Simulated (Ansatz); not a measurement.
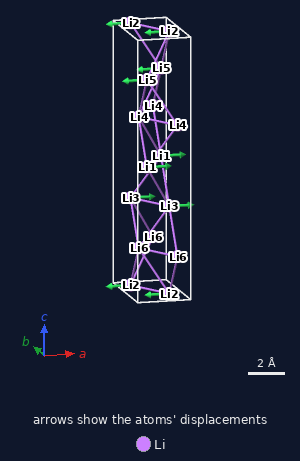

The lowest optical mode of solid Li (a generated structure), space group Cmcm (No. 63), at the zone centre. Displacements are drawn as green arrows; their common scale and sign are arbitrary. A ball-and-stick model of the conventional cell (2 times the calculation's cell), seen slightly off an axis. Lengths and directions refer to the drawn axes.

Level of theory: DFT PBE, scalar-relativistic, plane waves, PAW in Ansatz. (plane-wave cutoff 420 eV; k-point mesh 16 × 16 × 4; occupations fermi dirac; smearing width 0.15 eV; no spin polarisation)

The frequencies depend somewhat on the k-mesh and the smearing.

Question: Is this crystal at a minimum with respect to the drawn distortion?

Answer: Yes: this softest mode has a real frequency, and so have all others here. That speaks for this wave vector alone: the rest of the zone wasn't checked in this run. This is a doubly degenerate mode (one member of the set is drawn) at 62 cm⁻¹, the lowest optical level. The Li (4c) atoms stay at rest; all motion is along a; atoms of one kind move against one another, with no net shift of their sublattice.
